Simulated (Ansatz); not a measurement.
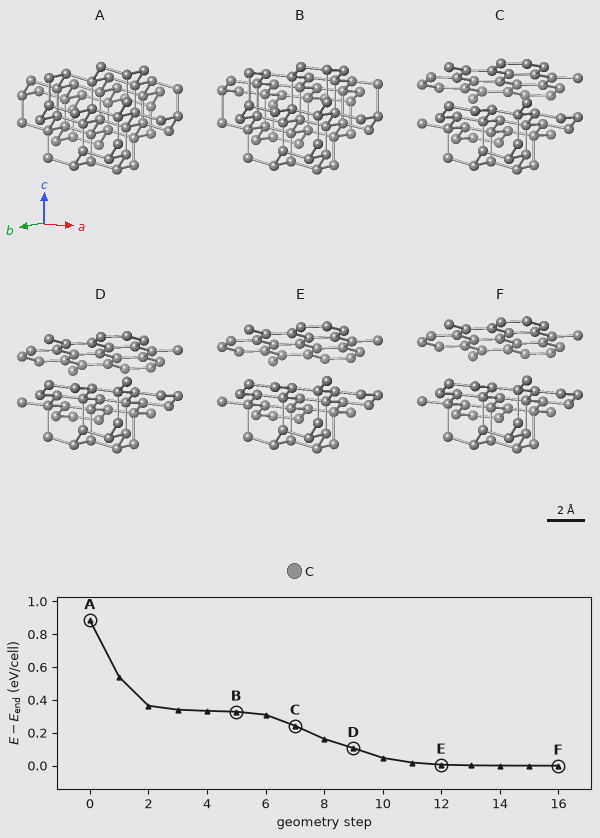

Frames of a constrained relaxation of a slab of composition C (cut from the Fd-3m phase), marked on the history of the run. A ball-and-stick model of the atoms within 5.0 Å of the atom that moves most (axes of the 3 × 3 repeat of the cell, outlined in the plane, without the vacuum), seen from a free direction.

Case: clean slab, lower half held. The slab is the (1 1 1) face of C. 4 atoms are held fixed.

Method: DFT PBEsol, scalar-relativistic, plane waves, PAW (Ansatz). (plane-wave cutoff 420 eV; k-point mesh 12 × 12 × 1; occupations gaussian; smearing width 0.05 eV; no spin polarisation; dipole correction; atoms relaxed in a fixed cell; force threshold 0.03 eV/Å; at most 70 steps)

Q: Describe the path.

A: The largest move is that of a C atom, 1.84 Å along the normal (+c). The lattice vectors keep their values. Near-neighbour distances that change, for instance: C–C 1.539 → 3.351 Å, C–C 1.539 → 1.873 Å, C–C 1.539 → 1.451 Å. Bonds break, among them: C–C (1.54 → 3.35 Å). Among the angles between lasting bonds that change: C–C–C 109.5° → 98.1°, C–C–C 109.5° → 120.0°, C–C–C 109.5° → 118.0°. After 16 geometry steps the energy has fallen by 0.886 eV per cell of the calculation. The largest force component goes from 4.6 to 0.0018 eV/Å. From step 0 to 5: a C atom moves most (0.28 Å), energy −0.557 eV per cell of the calculation. From step 5 to 7: a C atom moves most (0.33 Å), energy −85.3 meV per cell of the calculation. From step 7 to 9: a C atom moves most (0.40 Å), energy −0.136 eV per cell of the calculation. From step 9 to 12: C atoms move most (0.56 Å), energy −0.101 eV per cell of the calculation. From step 12 to 16: a C atom moves most (0.28 Å), energy −6.0 meV per cell of the calculation.

```csv
step,"E − E(0), meV/atom","largest force component, eV/Å"
0,0.00,4.5925
1,-43.20,2.7234
2,-65.12,1.2049
3,-68.14,0.3048
4,-69.02,0.1363
5,-69.64,0.1110
6,-71.91,0.2079
7,-80.30,0.2574
8,-90.33,0.2897
9,-97.36,0.6536
10,-104.78,0.2264
11,-108.33,0.1662
12,-110.00,0.1130
13,-110.49,0.2096
14,-110.64,0.1497
15,-110.72,0.0478
16,-110.74,0.0018
```
